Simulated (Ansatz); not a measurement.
# Geometry relaxation of Al (part 1 of 2)

System: Al (slab, 6 atoms in the cell).
Method: DFT PBE, scalar-relativistic, plane waves, PAW, no spin polarisation (Ansatz 0.2.0).

The structure derives from an entry of the Crystallography Open Database.

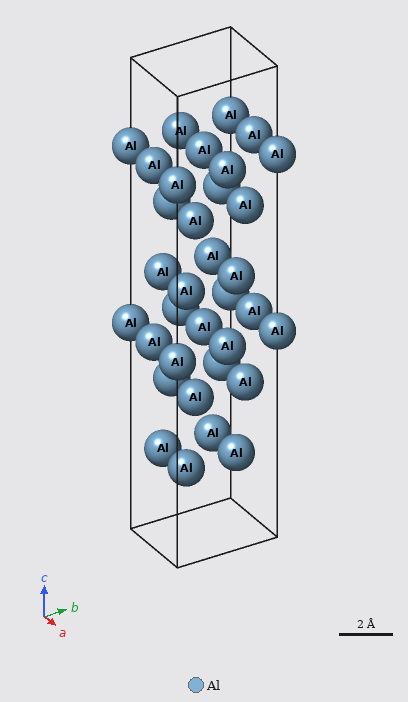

Fig. 1: The structure as given in the input (spheres-only view of the 2 × 2 repeat of the cell, with the vacuum cut short, seen slightly off an axis).

Results in brief

- outcome: converged
- electrons treated: 18
- free energy: −3224.3150 eV
- work function, top face: 4.09 eV
- work function, bottom face: 4.09 eV
- Fermi energy: 2.222 eV
- gap on the k-point mesh: none (metallic)
- final volume: 188.60 Å³
- work function (upper face): 4.09 eV
- largest force (length of the vector) at the end: 0.002 eV/Å
- hardware: 1 thread of Arm Neoverse V1, 24 GiB of memory available, shared host
- wall time: 24 s
- peak memory: 0.36 GiB

The input
```yaml
crystal:
  lattice:
    - [2.8577415166, 0.0, 0.0]
    - [-1.4288707583, 2.4748767508, 0.0]
    - [0.0, 0.0, 26.6666808874]
  atoms:
    - { symbol: Al, position: [0.6666666667, 0.3333333333, 0.28124985] }
    - { symbol: Al, position: [0.3333333333, 0.6666666667, 0.36874991] }
    - { symbol: Al, position: [0.0, 0.0, 0.45624997] }
    - { symbol: Al, position: [0.6666666667, 0.3333333333, 0.54375003] }
    - { symbol: Al, position: [0.3333333333, 0.6666666667, 0.63125009] }
    - { symbol: Al, position: [0.0, 0.0, 0.71875015] }
basis:
  ecutwfc: 420
kpoints:
  mp_grid: { grid: [12, 12, 1] }
hamiltonian:
  xc: pbe
scf:
  occupations: { method: gaussian, width: 0.1 }
output:
  forces: true
  eigenvalues: true
  write_density: true
  write_potential: true
  elf: true
  volumetric_format: npy
relax:
  adjacent_minimum: "off"
  f_tol: 0.02
  max_steps: 60
efield:
  axis: 3
  dipole_correction: true
```

Command:
```bash
ansatz run input.yaml --threads 1 --pin off --max-ram 2560MiB --backend cpu --events-out ev --progress --plain --runs-dir out
```

Output
```
Engine: ansatz 0.2.0, aarch64-unknown-linux-gnu
Pseudopotentials: kind: paw
Pseudopotential: Al, paw, valence charge 3, recommended cutoff 420 eV (normal), Al.paw.azcp
Functional definition: PBE
  parameter kappa = 0.804
  parameter beta = 0.06672455060314922
  exchange = pbe_x(kappa = kappa, mu = beta*pi^2/3)
  correlation = pbe_c(beta = beta)
Crystal: 6 atoms, lattice volume = 188.602 Å³
Basis set: ecut = 420 eV, 3713 PW (Γ), exchange–correlation on 40×40×360 points (8 copies of the dense FFT grid, shifted against one another)
Bands: 15, of which v1, the nominal top of the filled ones, is band 9 counted from 1 (8 counted from 0)
Symmetry: 6 space group operations
k-points: 19 of 144 (time reversal used)
Non-local potential: Al, projectors of the file, l = 0: 2, l = 1: 2, l = 2: 1
PAW form: soft (Blöchl's): semilocal exchange-correlation on the pseudo side does not see the compensation charge
PAW one-centre angular grid: Al, 110 points (default); XC on 64 Gauss nodes
Initial density: superposition of atomic densities (neutral atoms: chi_scale 0, normalization atom), corrected by the library's trained network
Initial wavefunctions: pseudopotential atomic-orbital guess
Functional: x = pbe(κ = 0.804, μ = 0.2195149727645171), c = pbe(β = 0.06672455060314922)
SCF iter   1: F=—  HF=-3224.314137 eV  |F-HF|=—  |Δ(HF+E_count)|=         —  Δρ=1.29e-3  dr2=6.56e-2  ethr=1.77e-3  p=0.000 e·Å  D=4.39e-15 V/Å  ΔV_dip=-0.00 eV  dr2_dipole=5.58e-7  V_vac-E_F(+/−)=4.08/4.08 eV  ⟨swp⟩=8.9  Hψ=2231  notcnv=0
efield: sawtooth ramp at fractional position 0.9500 (placed from the atoms, in the widest stretch of the axis that holds none; the zero of the levels goes with the place), width 0.1000; the density the first Hamiltonian is built on has a dipole p = 0.000 e·Å; the dipole correction subtracts the counter field D = 4.39e-15 V/Å, which shifts the + side's vacuum level by -0.00 eV against the − side's; the planar-averaged density in the ramp window peaks in size at 1.4e-4 e/Å³
preconditioner: auto → LDOS  [metal: Δε(μ)=0.012 eV  Ē_g=6.750 eV  σ=0.100 eV  W_gap=0.07  n_scr=14 (ndim 8)  ℏωp=11.5 eV  f_vac=0.384  D(μ)=3.89/eV (n_scr^D=16)  β→1.0]
SCF iter   2: F=—  HF=-3224.311917 eV  |F-HF|=—  |Δ(HF+E_count)|=   2.22e-3  Δρ=5.22e-4  dr2=2.55e-3  ethr=3.65e-4  p=0.000 e·Å  D=1.48e-5 V/Å  ΔV_dip=-0.00 eV  dr2_dipole=5.33e-8  V_vac-E_F(+/−)=4.08/4.08 eV  ⟨swp⟩=1.5  Hψ=462  notcnv=0  defer=10
SCF iter   3: F=—  HF=-3224.311921 eV  |F-HF|=—  |Δ(HF+E_count)|=   4.01e-6  Δρ=1.91e-4  dr2=8.36e-4  ethr=1.42e-5  p=-0.000 e·Å  D=-3.05e-5 V/Å  ΔV_dip=0.00 eV  dr2_dipole=5.00e-7  V_vac-E_F(+/−)=4.10/4.10 eV  ⟨swp⟩=2.5  Hψ=452  notcnv=0  defer=10
SCF iter   4: F=—  HF=-3224.311891 eV  |F-HF|=—  |Δ(HF+E_count)|=   2.98e-5  Δρ=4.77e-5  dr2=2.20e-5  ethr=4.64e-6  p=0.000 e·Å  D=1.14e-5 V/Å  ΔV_dip=-0.00 eV  dr2_dipole=5.46e-8  V_vac-E_F(+/−)=4.09/4.09 eV  ⟨swp⟩=1.9  Hψ=340  notcnv=0  defer=10
iter 5 did not close the SCF: its close was put off for the readings that it lacked (scf_convergence_deferred on its scf_iter line)
SCF iter   5: F=-3224.311892 eV  HF=-3224.311892 eV  |F-HF|=3.28e-7  |Δ(HF+E_count)|=   7.79e-7  Δρ=1.15e-5  dr2=4.51e-7  ethr=1.22e-7  p=-0.000 e·Å  D=-1.65e-6 V/Å  ΔV_dip=0.00 eV  dr2_dipole=8.93e-11  V_vac-E_F(+/−)=4.09/4.09 eV  ⟨swp⟩=2.4  Hψ=430  notcnv=0  defer=10
iter 6 did not close the SCF: its close was put off until two iterations running show no level that it waits for move by more than its bar (scf_convergence_deferred on its scf_iter line)
SCF iter   6: F=-3224.311892 eV  HF=-3224.311892 eV  |F-HF|=8.10e-8  |Δ(HF+E_count)|=   5.68e-7  Δρ=2.84e-6  dr2=1.19e-7  ethr=2.50e-9  p=0.000 e·Å  D=1.20e-6 V/Å  ΔV_dip=-0.00 eV  dr2_dipole=7.33e-10  V_vac-E_F(+/−)=4.09/4.09 eV  ⟨swp⟩=15.2  Hψ=2733  notcnv=0
iter 7 did not close the SCF: its close was put off until two iterations running show no level that it waits for move by more than its bar (scf_convergence_deferred on its scf_iter line)
SCF iter   7: F=-3224.311892 eV  HF=-3224.311892 eV  |F-HF|=1.76e-10  |Δ(HF+E_count)|=   1.71e-8  Δρ=8.50e-7  dr2=5.65e-9  ethr=6.62e-10  p=-0.000 e·Å  D=-2.64e-7 V/Å  ΔV_dip=0.00 eV  dr2_dipole=9.02e-13  V_vac-E_F(+/−)=4.09/4.09 eV  ⟨swp⟩=8.7  Hψ=1943  notcnv=0
SCF iter   8: F=-3224.311892 eV  HF=-3224.311892 eV  |F-HF|=1.25e-9  |Δ(HF+E_count)|=   2.44e-9  Δρ=2.36e-7  dr2=3.24e-10  ethr=3.14e-11  p=-0.000 e·Å  D=-4.37e-8 V/Å  ΔV_dip=0.00 eV  dr2_dipole=1.21e-12  V_vac-E_F(+/−)=4.09/4.09 eV  ⟨swp⟩=7.1  Hψ=1724  notcnv=0
SCF 1 converged in 8 iterations: F = -3224.311892 eV  dr2 = 3.24e-10
  greatest PAW one-centre occupation: 0.465 electrons in one spin orbital (limit 2), on the Al atom at site 5 (counted from 0), in its partial waves of l = 0
relax step   1: F+E_penalty+E_count = -3224.31189230 eV  Δ(F+E_penalty+E_count) = +0.000e0 eV  max|allowed force component| = 1.231e-1 eV/Å  Δτ_max = 0.0000 Å  (8 SCF iters, dr2 threshold 1.00e-5 eV, accepted)
Initial density: handed on by an earlier stage of this run
Initial wavefunctions: those handed on with the density
iter 1 solved again at ethr=2.03e-4 eV; its pass at ethr=3.10e-3 eV (dr2=3.66e-2 eV) is discarded
SCF iter   1: F=—  HF=-3224.317450 eV  |F-HF|=—  |Δ(HF+E_count)|=         —  Δρ=1.02e-3  dr2=3.74e-2  ethr=2.03e-4  p=-0.000 e·Å  D=-4.37e-8 V/Å  ΔV_dip=0.00 eV  dr2_dipole=5.16e-9  V_vac-E_F(+/−)=4.09/4.09 eV  ⟨swp⟩=1.0  Hψ=1168  notcnv=0  defer=21
efield: sawtooth ramp at fractional position 0.9500 (handed on by an earlier solve), width 0.1000; the density the first Hamiltonian is built on has a dipole p = -0.000 e·Å; the dipole correction subtracts the counter field D = -4.37e-8 V/Å, which shifts the + side's vacuum level by +0.00 eV against the − side's; the planar-averaged density in the ramp window peaks in size at 2.7e-6 e/Å³
preconditioner: auto → LDOS  [metal: Δε(μ)=0.017 eV  Ē_g=6.733 eV  σ=0.100 eV  W_gap=0.10  n_scr=14 (ndim 8)  ℏωp=11.5 eV  f_vac=0.383  D(μ)=3.38/eV (n_scr^D=14)  β→1.0]
SCF iter   2: F=—  HF=-3224.315015 eV  |F-HF|=—  |Δ(HF+E_count)|=   2.44e-3  Δρ=5.19e-4  dr2=3.47e-3  ethr=2.03e-4  p=-0.000 e·Å  D=-2.03e-5 V/Å  ΔV_dip=0.00 eV  dr2_dipole=1.27e-7  V_vac-E_F(+/−)=4.10/4.10 eV  ⟨swp⟩=1.7  Hψ=338  notcnv=0  defer=21
SCF iter   3: F=—  HF=-3224.314909 eV  |F-HF|=—  |Δ(HF+E_count)|=   1.06e-4  Δρ=2.60e-4  dr2=5.95e-4  ethr=1.93e-5  p=0.000 e·Å  D=2.81e-5 V/Å  ΔV_dip=-0.00 eV  dr2_dipole=8.67e-8  V_vac-E_F(+/−)=4.08/4.08 eV  ⟨swp⟩=2.4  Hψ=453  notcnv=0  defer=21
SCF iter   4: F=—  HF=-3224.314753 eV  |F-HF|=—  |Δ(HF+E_count)|=   1.56e-4  Δρ=3.48e-5  dr2=2.50e-5  ethr=3.31e-6  p=-0.000 e·Å  D=-7.97e-6 V/Å  ΔV_dip=0.00 eV  dr2_dipole=2.21e-8  V_vac-E_F(+/−)=4.09/4.09 eV  ⟨swp⟩=2.6  Hψ=454  notcnv=0  defer=21
iter 5 did not close the SCF: its close was put off until two iterations running show no level that it waits for move by more than its bar (scf_convergence_deferred on its scf_iter line)
SCF iter   5: F=-3224.314753 eV  HF=-3224.314753 eV  |F-HF|=2.23e-7  |Δ(HF+E_count)|=   1.78e-7  Δρ=8.73e-6  dr2=2.59e-7  ethr=5.26e-9  p=0.000 e·Å  D=4.25e-6 V/Å  ΔV_dip=-0.00 eV  dr2_dipole=5.89e-9  V_vac-E_F(+/−)=4.09/4.09 eV  ⟨swp⟩=16.9  Hψ=2984  notcnv=0
SCF iter   6: F=-3224.314754 eV  HF=-3224.314754 eV  |F-HF|=2.17e-9  |Δ(HF+E_count)|=   3.58e-7  Δρ=1.50e-6  dr2=8.24e-9  ethr=1.44e-9  p=-0.000 e·Å  D=-3.48e-6 V/Å  ΔV_dip=0.00 eV  dr2_dipole=2.96e-9  V_vac-E_F(+/−)=4.09/4.09 eV  ⟨swp⟩=9.8  Hψ=2125  notcnv=0
SCF 2 converged in 6 iterations: F = -3224.314754 eV  dr2 = 8.24e-9
  greatest PAW one-centre occupation: 0.466 electrons in one spin orbital (limit 2), on the Al atom at site 0 (counted from 0), in its partial waves of l = 0
relax step   2: F+E_penalty+E_count = -3224.31475354 eV  Δ(F+E_penalty+E_count) = -2.861e-3 eV  max|allowed force component| = 3.425e-2 eV/Å  Δτ_max = 0.0334 Å  (6 SCF iters, dr2 threshold 9.46e-7 eV, accepted)
SCF iter   1: F=—  HF=-3224.315152 eV  |F-HF|=—  |Δ(HF+E_count)|=         —  Δρ=2.26e-4  dr2=1.76e-3  ethr=1.23e-4  p=-0.000 e·Å  D=-3.48e-6 V/Å  ΔV_dip=0.00 eV  dr2_dipole=8.18e-10  V_vac-E_F(+/−)=4.09/4.09 eV  ⟨swp⟩=3.0  Hψ=806  notcnv=0  defer=21
efield: sawtooth ramp at fractional position 0.9500 (handed on by an earlier solve), width 0.1000; the density the first Hamiltonian is built on has a dipole p = -0.000 e·Å; the dipole correction subtracts the counter field D = -3.48e-6 V/Å, which shifts the + side's vacuum level by +0.00 eV against the − side's; the planar-averaged density in the ramp window peaks in size at 2.9e-6 e/Å³
preconditioner: auto → LDOS  [metal: Δε(μ)=0.020 eV  Ē_g=6.727 eV  σ=0.100 eV  W_gap=0.11  n_scr=14 (ndim 8)  ℏωp=11.5 eV  f_vac=0.383  D(μ)=3.77/eV (n_scr^D=16)  β→1.0]
SCF iter   2: F=—  HF=-3224.315048 eV  |F-HF|=—  |Δ(HF+E_count)|=   1.04e-4  Δρ=1.15e-4  dr2=2.26e-4  ethr=9.79e-6  p=0.000 e·Å  D=7.98e-6 V/Å  ΔV_dip=-0.00 eV  dr2_dipole=6.47e-10  V_vac-E_F(+/−)=4.09/4.09 eV  ⟨swp⟩=1.1  Hψ=439  notcnv=0  defer=21
SCF iter   3: F=—  HF=-3224.315037 eV  |F-HF|=—  |Δ(HF+E_count)|=   1.11e-5  Δρ=5.43e-5  dr2=2.61e-5  ethr=1.25e-6  p=-0.000 e·Å  D=-6.64e-6 V/Å  ΔV_dip=0.00 eV  dr2_dipole=8.10e-9  V_vac-E_F(+/−)=4.09/4.09 eV  ⟨swp⟩=2.4  Hψ=415  notcnv=0  defer=21
SCF iter   4: F=—  HF=-3224.314990 eV  |F-HF|=—  |Δ(HF+E_count)|=   4.76e-5  Δρ=7.44e-6  dr2=1.28e-6  ethr=1.45e-7  p=0.000 e·Å  D=2.52e-6 V/Å  ΔV_dip=-0.00 eV  dr2_dipole=2.13e-9  V_vac-E_F(+/−)=4.09/4.09 eV  ⟨swp⟩=2.4  Hψ=404  notcnv=0  defer=21
iter 5 did not close the SCF: its close was put off until two iterations running show no level that it waits for move by more than its bar (scf_convergence_deferred on its scf_iter line)
SCF iter   5: F=-3224.314990 eV  HF=-3224.314990 eV  |F-HF|=1.33e-8  |Δ(HF+E_count)|=   1.60e-7  Δρ=1.74e-6  dr2=1.55e-8  ethr=5.56e-10  p=-0.000 e·Å  D=-7.83e-7 V/Å  ΔV_dip=0.00 eV  dr2_dipole=2.31e-9  V_vac-E_F(+/−)=4.09/4.09 eV  ⟨swp⟩=13.6  Hψ=2487  notcnv=0
iter 6 did not close the SCF: its close was put off until two iterations running show no level that it waits for move by more than its bar (scf_convergence_deferred on its scf_iter line)
SCF iter   6: F=-3224.314990 eV  HF=-3224.314990 eV  |F-HF|=3.12e-10  |Δ(HF+E_count)|=   2.59e-8  Δρ=3.19e-7  dr2=3.41e-10  ethr=8.63e-11  p=0.000 e·Å  D=5.87e-7 V/Å  ΔV_dip=-0.00 eV  dr2_dipole=1.33e-12  V_vac-E_F(+/−)=4.09/4.09 eV  ⟨swp⟩=8.4  Hψ=1804  notcnv=0
SCF iter   7: F=-3224.314990 eV  HF=-3224.314990 eV  |F-HF|=1.57e-10  |Δ(HF+E_count)|=  4.40e-10  Δρ=8.86e-8  dr2=1.24e-10  ethr=1.90e-12  p=-0.000 e·Å  D=-4.27e-7 V/Å  ΔV_dip=0.00 eV  dr2_dipole=1.04e-10  V_vac-E_F(+/−)=4.09/4.09 eV  ⟨swp⟩=6.7  Hψ=1612  notcnv=0
SCF 3 converged in 7 iterations: F = -3224.314990 eV  dr2 = 1.24e-10
relax step   3: F+E_penalty+E_count = -3224.31498971 eV  Δ(F+E_penalty+E_count) = -2.362e-4 eV  max|allowed force component| = 1.724e-3 eV/Å  Δτ_max = 0.0079 Å  (7 SCF iters, accepted)
```
